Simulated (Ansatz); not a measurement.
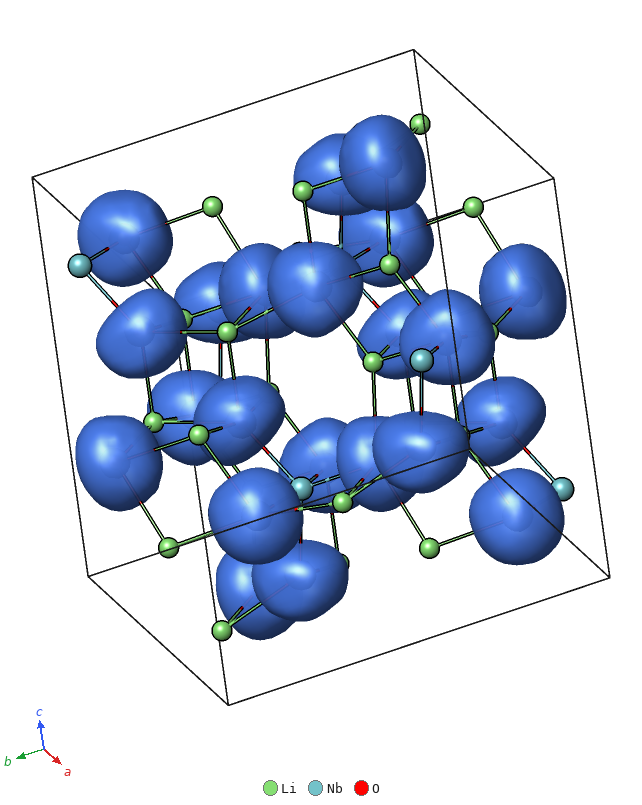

The picture shows: Li$_{5}$NbO$_{5}$. Isosurface of the ELF at 0.65 (blue), seen at an oblique angle. Core shells and regions of very low density are left out. Sticks mark near contacts.

Space group C2/c; a structure from a database of computed crystals, not necessarily the ambient phase; changed on purpose from its base cell (volume × 1.06, shape and atoms relaxed); computed pressure about −4 GPa in this cell.

Level of theory: Ansatz, DFT PBEsol, scalar-relativistic, plane waves, PAW.

In a PAW calculation such maps are meaningful between the atoms, not at the nuclei.

```xyz
44
Lattice="5.7356 0.0000 -0.0057 0.0000 9.4163 0.0000 -2.2839 0.0000 8.8356" Properties=species:S:1:pos:R:3 pbc="T T T"
Li    1.1417    3.0735    3.9126
Li    4.0095    7.7817    3.9097
Li    0.8245    3.6318    0.3587
Li    3.6923    8.3400    0.3558
Li   -0.5710    6.3390    2.2089
Li    2.2968    1.6308    2.2060
Li   -0.0003    6.3428    8.3304
Li    2.8675    1.6347    8.3275
Li   -0.3175    5.7846    4.7765
Li    2.5503    1.0764    4.7736
Li    0.9013    8.3400    4.0563
Li    3.7691    3.6318    4.0534
Li    0.5841    7.7817    0.5024
Li    3.4519    3.0735    0.4995
Li   -1.7129    3.0774    6.6267
Li    1.1548    7.7855    6.6238
Li   -0.2406    1.0764    8.4741
Li    2.6271    5.7846    8.4712
Li   -0.5578    1.6347    4.9202
Li    2.3100    6.3428    4.9173
Nb   -0.5710    0.8355    2.2089
Nb    2.2968    5.5437    2.2060
Nb   -1.7129    8.5808    6.6267
Nb    1.1548    3.8727    6.6238
O     0.6548    1.5957    0.9566
O     3.5226    6.3039    0.9538
O     0.8458    1.0809    3.6212
O     3.7136    5.7891    3.6183
O    -0.4871    7.8207    5.3744
O     2.3806    3.1125    5.3716
O    -0.2962    8.3354    8.0390
O     2.5716    3.6273    8.0361
O    -0.5710    8.3848    2.2089
O     2.2968    3.6766    2.2060
O    -1.7129    1.0316    6.6267
O     1.1548    5.7397    6.6238
O     0.8801    5.7891    0.7938
O     3.7478    1.0809    0.7909
O     1.0710    6.3039    3.4583
O     3.9388    1.5957    3.4555
O    -0.2619    3.6273    5.2116
O     2.6059    8.3354    5.2087
O    -0.0709    3.1125    7.8761
O     2.7968    7.8207    7.8733
```

### Where are the electrons localised?

The ELF exceeds this value in 20 regions wrapped around O (the valence shell of each), counted in one cell of 44 atoms. Any copies at cell faces, edges or corners count once. Profiles from the grid: Nb–O (1.87 Å): the ELF peaks at about 0.80 in the valence shell of O, 0.6 Å from its nucleus, and drops to about 0.30 between the two atoms. Li–O (1.91 Å): the ELF peaks at about 0.85 in the valence shell of O, 0.7 Å from its nucleus, and falls to about 0.05 next to Li: an ionic contact with no shared pair.

### Metal or insulator at this level of theory?

It is gapped, with a Kohn–Sham gap of 3.9 eV on the k-point mesh, an upper bound to the gap of this method.
